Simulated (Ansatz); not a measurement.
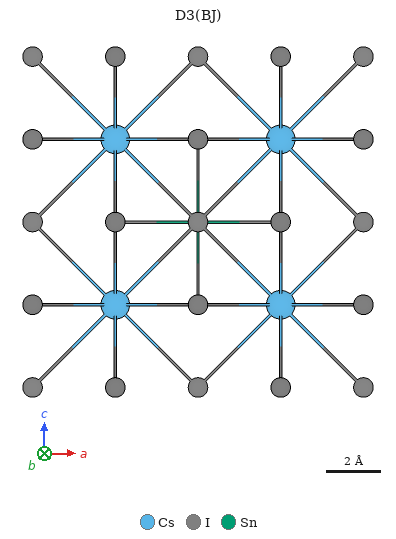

Solid CsSnI₃ (set up in Pm-3m), relaxed (cell and atoms) with several dispersion corrections. The picture shows the result with D3(BJ). A ball-and-stick model of the cell of the calculation, seen along the b axis.

Computed with Ansatz 0.2.0: PBE, Ansatz PAW. Set-up: plane-wave cutoff 420 eV; k-point mesh 5 × 5 × 5; occupations fermi-dirac; smearing width 0.05 eV; no spin polarisation; cell and atoms relaxed; force threshold 0.01 eV/Å.

```json
{"dispersion correction": "D4", "volume (Å³/atom)": "?", "a (Å)": "?"}
{"dispersion correction": "D3(BJ)", "volume (Å³/atom)": "46.885", "a (Å)": "6.166"}
{"dispersion correction": "none", "volume (Å³/atom)": "49.300", "a (Å)": "6.270"}
{"dispersion correction": "D3(BJ)-ATM", "volume (Å³/atom)": "47.068", "a (Å)": "6.174"}
```

**Fill in the missing row.**

With D4 the volume is the smallest of the series, below D3(BJ) (46.885). The calculation gives 46.842 Å³/atom (a = 6.164 Å). In order of volume: D4 < D3(BJ) < D3(BJ)-ATM < none; the spread is 5.2 %.

Each member starts from this one structure; whether another phase lies lower wasn't checked.
